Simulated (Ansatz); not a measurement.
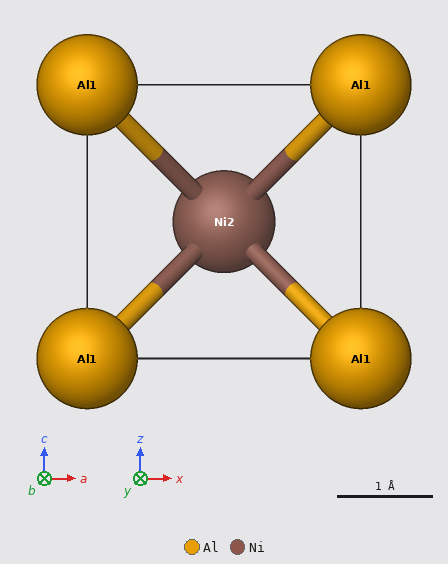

Solid AlNi (Pm-3m): the ratio of the cell's length along z to its lengths across, counted as 1 for the reference, is changed at fixed volume (a tetragonal or Bain path), with the atoms kept at their fractional coordinates. x, y and z are the Cartesian axes of the input. The picture shows the reference cell. A ball-and-stick model of the cell of the calculation, seen along the b axis.

Method: DFT PBEsol, scalar-relativistic, plane waves, PAW in Ansatz 0.2.0. Set-up: plane-wave cutoff 420 eV; k-point mesh 18 × 18 × 18; occupations gaussian; smearing width 0.15 eV; no spin polarisation. Energies (free energies at the smearing named) are counted from the cell as listed in its source, which wasn't relaxed.

```xyz
2
Lattice="2.8810 0.0000 0.0000 0.0000 2.8810 0.0000 0.0000 0.0000 2.8810" Properties=species:S:1:pos:R:3 pbc="T T T"
Al    0.0000    0.0000    0.0000
Ni    1.4405    1.4405    1.4405
```

What energies does the calculation give (the relative ratio: 0.650, 0.707, 0.780, 0.850, 0.920, 0.960, 1.000, 1.050, 1.100, 1.200, 1.300, 1.414, 1.500)?

```csv
axial ratio over its reference value,energy change (meV/atom)
0.650,948
0.707,517
0.780,206
0.850,70
0.920,15
0.960,3
1.000,0
1.050,4
1.100,13
1.200,43
1.300,84
1.414,148
1.500,219
```

Of the computed points the lowest is at the relative ratio 1.00, 0 meV/atom. At the ends of the scan the energy is 948 meV/atom (0.65) and 219 meV/atom (1.50). The unrelaxed reference is under a pressure of −3.2 GPa. The distortion takes the space group from Pm-3m to P4/mmm. At the relative ratio 1.50 the cell of the drawing goes a 2.881 → 2.517 Å, b 2.881 → 2.517 Å, c 2.881 → 3.775 Å.

Limits of the set-up: an element that often carries a moment was run without spin polarisation.
